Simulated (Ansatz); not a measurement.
**ZnSn15O32 (cell charge −1, with a compensating background) (cell with a defect): density, localisation and related maps**

Input file:

```
crystal:
  lattice:
    - [4.8265175878, -4.8283675482, -6.4763333621]
    - [4.8265175878, 4.8283675482, 6.4763333621]
    - [-4.8265175878, -4.8283675482, 6.4763333621]
  atoms:
    - { symbol: Zn, position: [0.5, 0.375, 0.375], spin: 0.143 }
    - { symbol: Sn, position: [0.5, 0.62266138, 0.62266138] }
    - { symbol: Sn, position: [0.0, 0.375, 0.875] }
    - { symbol: Sn, position: [0.0, 0.6250009395, 0.1250009395] }
    - { symbol: Sn, position: [0.0, 0.875, 0.375] }
    - { symbol: Sn, position: [0.0, 0.1249990605, 0.6249990605] }
    - { symbol: Sn, position: [0.5, 0.875, 0.875] }
    - { symbol: Sn, position: [0.5, 0.12733862, 0.12733862] }
    - { symbol: Sn, position: [0.4999995601, 0.4988129751, 0.0017077038] }
    - { symbol: Sn, position: [0.4999995601, 0.7482918563, 0.251186585] }
    - { symbol: Sn, position: [-0.003381302, 0.4993613143, 0.4993620231] }
    - { symbol: Sn, position: [-0.003381302, 0.7472566748, 0.7472573837] }
    - { symbol: Sn, position: [0.003381302, 0.0027433252, 0.0027426163] }
    - { symbol: Sn, position: [0.003381302, 0.2506386857, 0.2506379769] }
    - { symbol: Sn, position: [0.5000004399, 0.0017081437, 0.498813415] }
    - { symbol: Sn, position: [0.5000004399, 0.2511870249, 0.7482922962] }
    - { symbol: O, position: [0.4999653819, 0.1520064998, 0.3466419267], spin: 0.143 }
    - { symbol: O, position: [0.4999653819, 0.4033234553, 0.5979588822], spin: 0.143 }
    - { symbol: O, position: [0.9997696847, 0.1533120266, 0.8462328846] }
    - { symbol: O, position: [0.9997696847, 0.4035368001, 0.0964576581] }
    - { symbol: O, position: [1.0001447614, 0.6535009276, 0.3464217227] }
    - { symbol: O, position: [1.0001447614, 0.9037230386, 0.5966438337] }
    - { symbol: O, position: [0.4999598946, 0.6519993011, 0.8466228136] }
    - { symbol: O, position: [0.4999598946, 0.903337081, 0.0979605935] }
    - { symbol: O, position: [0.8087893747, 0.529365924, 0.5294234507], spin: 0.143 }
    - { symbol: O, position: [0.8076977045, 0.7799018861, 0.7799388326] }
    - { symbol: O, position: [0.30575626, 0.5293733927, 0.0263828673] }
    - { symbol: O, position: [0.3055013734, 0.7777280757, 0.2777721916] }
    - { symbol: O, position: [0.3057566493, 0.0263424831, 0.5294141662] }
    - { symbol: O, position: [0.3055013734, 0.2777291817, 0.7777732976] }
    - { symbol: O, position: [0.8040349393, 0.0269970209, 0.0270379185] }
    - { symbol: O, position: [0.8076977045, 0.2777588719, 0.2777958184] }
    - { symbol: O, position: [0.1912106253, 0.220634076, 0.2205765493], spin: 0.143 }
    - { symbol: O, position: [0.1923022955, 0.4722411281, 0.4722041816] }
    - { symbol: O, position: [0.69424374, 0.2206266073, 0.7236171327] }
    - { symbol: O, position: [0.6944986266, 0.4722708183, 0.9722267024] }
    - { symbol: O, position: [0.6942433507, 0.7236575169, 0.2205858338] }
    - { symbol: O, position: [0.6944986266, 0.9722719243, 0.4722278084] }
    - { symbol: O, position: [0.1959650607, 0.7230029791, 0.7229620815] }
    - { symbol: O, position: [0.1923022955, 0.9700981139, 0.9700611674] }
    - { symbol: O, position: [0.5000346181, 0.3466765447, 0.1520411178], spin: 0.143 }
    - { symbol: O, position: [0.5000346181, 0.5979935002, 0.4033580733], spin: 0.143 }
    - { symbol: O, position: [0.0002303153, 0.3464631999, 0.6535423419] }
    - { symbol: O, position: [0.0002303153, 0.5966879734, 0.9037671154] }
    - { symbol: O, position: [-0.0001447614, 0.8462769614, 0.1533561663] }
    - { symbol: O, position: [-0.0001447614, 0.0964990724, 0.4035782773] }
    - { symbol: O, position: [0.5000401054, 0.846662919, 0.6520394065] }
    - { symbol: O, position: [0.5000401054, 0.0980006989, 0.9033771864] }
  host:
    lattice:
      - [4.8265175878, 0.0, 0.0]
      - [0.0, 4.8283675482, 0.0]
      - [0.0, 0.0, 3.2381666811]
    atoms:
      - { symbol: Sn, position: [0.5, 0.5, 0.5] }
      - { symbol: Sn, position: [0.0, 0.0, 0.0] }
      - { symbol: O, position: [0.3064962477, 0.3066616288, 0.0] }
      - { symbol: O, position: [0.8064962477, 0.1933383712, 0.5] }
      - { symbol: O, position: [0.1935037523, 0.8066616288, 0.5] }
      - { symbol: O, position: [0.6935037523, 0.6933383712, 0.0] }
total_charge: -1
basis:
  ecutwfc: 420
  xc_grid: 2
kpoints:
  mp_grid: { grid: [2, 2, 2], shift: [0.5, 0.5, 0.5] }
hamiltonian:
  xc: pbe
scf:
  occupations: { method: gaussian, width: 0.01 }
output:
  forces: true
  stress: false
  eigenvalues: true
  populations: true
  charged_corrections:
    defect_position: [0.5, 0.375, 0.375]
    epsilon: [[14.0283, 0.0, 0.0], [0.0, 14.0284, 0.0], [0.0, 0.0, 10.8953]]
  write_density: true
  write_potential: true
  elf: true
  volumetric_format: npy
magnetization:
  spin_polarized: true
relax:
  adjacent_minimum: "off"
  f_tol: 0.025
  max_steps: 45
```

Run with:

```sh
ansatz run input.yaml --threads 4 --pin off --max-ram 10240MiB --backend cpu --events-out ev --progress --plain --runs-dir out
```

Spin-polarised.

The calculation used Ansatz 0.2.0, DFT PBE, scalar-relativistic, plane waves, PAW.

Core electrons are frozen (PAW), and the valence fields are smoothed inside the atomic spheres.

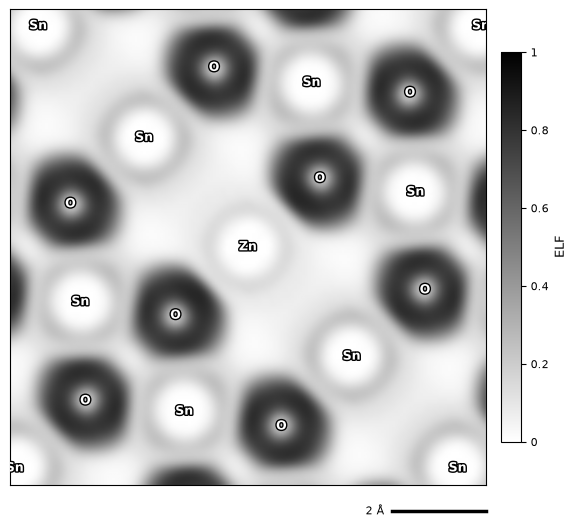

Figure 1. ELF on the (011̄) plane of the calculation cell.

Interpret the plot.

- The plane passes through Zn, Sn and O nuclei.
- Sn–O (2.05 Å): the ELF peaks at about 0.80 in the valence shell of O, 0.6 Å from its nucleus, and is about 0.25 at the midpoint; no shared electron pair shows on this line.
- Zn–O (2.11 Å): the ELF peaks at about 0.85 in the valence shell of O, 0.6 Å from its nucleus, and is about 0.15 at the midpoint: no localised pair shows between them.
- Sn–O (2.10 Å): the ELF peaks at about 0.80 in the valence shell of O, 0.6 Å from its nucleus, and is about 0.25 at the midpoint (no shared electron pair shows on this line).

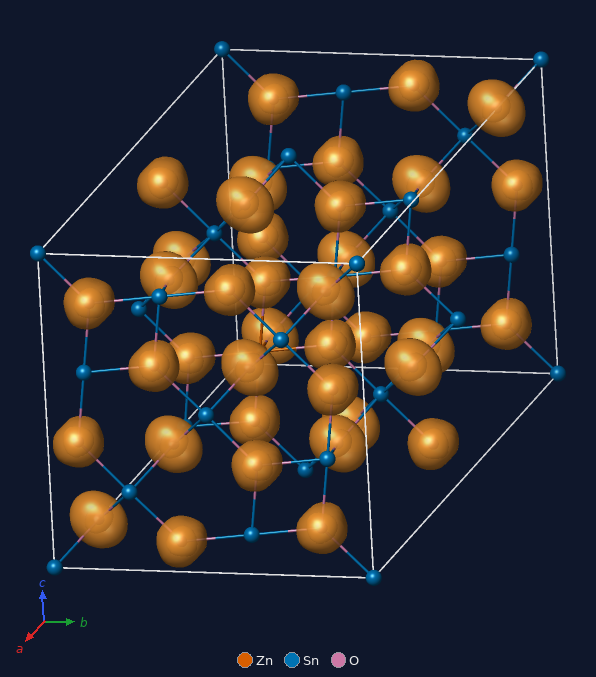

Figure 2. Isosurface of the electron localisation function at 0.75 (orange), seen at an oblique angle. Core shells and regions of very low density are left out. Sticks mark near contacts.

Describe the localisation domains.

The ELF exceeds this value in 32 regions wrapped around O (the valence shell of each), counted in one cell of 48 atoms. Any copies at cell faces, edges or corners count once. Along the contacts the grid gives the following. Zn–O (2.10 Å): the ELF peaks at about 0.85 in the valence shell of O, 0.6 Å from its nucleus, and is about 0.20 at the midpoint: no shared electron pair shows on this line.

Does the calculation make it a metal, or give it a gap?

It is gapless in this calculation (a metal or semimetal).
